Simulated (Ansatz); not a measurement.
Consider ZnS.

Input

```
crystal:
  lattice:
    - [5.4093, 0.0, 0.0]
    - [0.0, -5.4093, 0.0]
    - [0.0, 0.0, -5.4093]
  atoms:
    - { symbol: Zn, position: [0.0, 0.5, 0.5] }
    - { symbol: Zn, position: [0.5, 0.0, 0.5] }
    - { symbol: Zn, position: [0.5, 0.5, 0.0] }
    - { symbol: Zn, position: [0.0, 0.0, 0.0] }
    - { symbol: S, position: [0.75, 0.7623306158, 0.75] }
    - { symbol: S, position: [0.25, 0.25, 0.75] }
    - { symbol: S, position: [0.25, 0.75, 0.25] }
    - { symbol: S, position: [0.75, 0.25, 0.25] }
basis:
  ecutwfc: 420
kpoints:
  mp_grid: { grid: [6, 6, 6] }
hamiltonian:
  xc: lda
scf:
  occupations: { method: gaussian, width: 0.05 }
output:
  forces: true
  stress: true
  eigenvalues: true
  write_density: true
  write_potential: true
  elf: true
  volumetric_format: npy
```

Command:

```sh
ansatz run input.yaml --threads 2 --pin off --max-ram 5120MiB --backend cpu --events-out ev --progress --plain --runs-dir out
```

Below, planes, directions and counts refer to the conventional cell (a = 7.65 Å, b = 7.65 Å, c = 5.41 Å, α = 90.00°, β = 90.00°, γ = 90.00°).

Space group Cmm2; changed on purpose from its base cell (atom 5 (S) moved -0.067 A along Cartesian [0 1 0]); not relaxed (largest force 0.6 eV/Å); computed pressure about −5 GPa in this cell.

Computed with Ansatz, DFT LDA, scalar-relativistic, plane waves, PAW.

Question: What will maps of the valence pseudo-density and electron localisation function show?

Answer: Zn–S (2.38 Å): the density is about 0.48 e/Å³ at the midpoint; the ELF peaks at about 0.90 in the valence shell of S, 0.8 Å from its nucleus, and is about 0.55 at the midpoint.

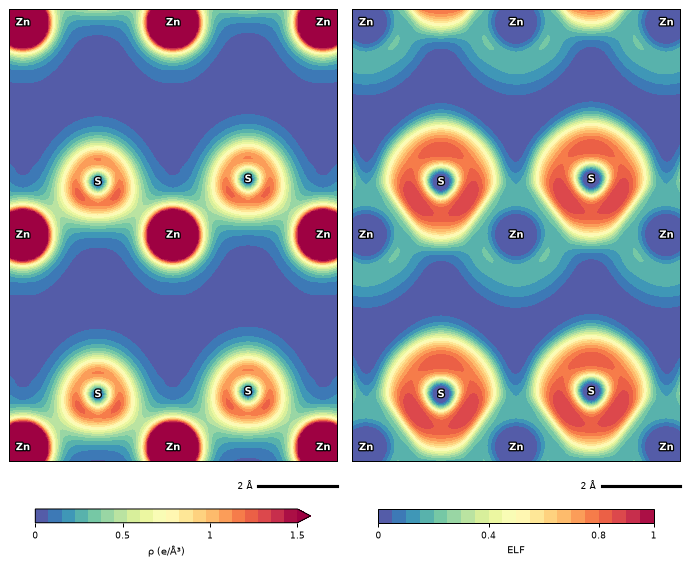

Computed valence pseudo-density and electron localisation function on the (010) plane of the conventional cell, in this order. 

Core electrons are frozen (PAW), and the valence fields are smoothed inside the atomic spheres.
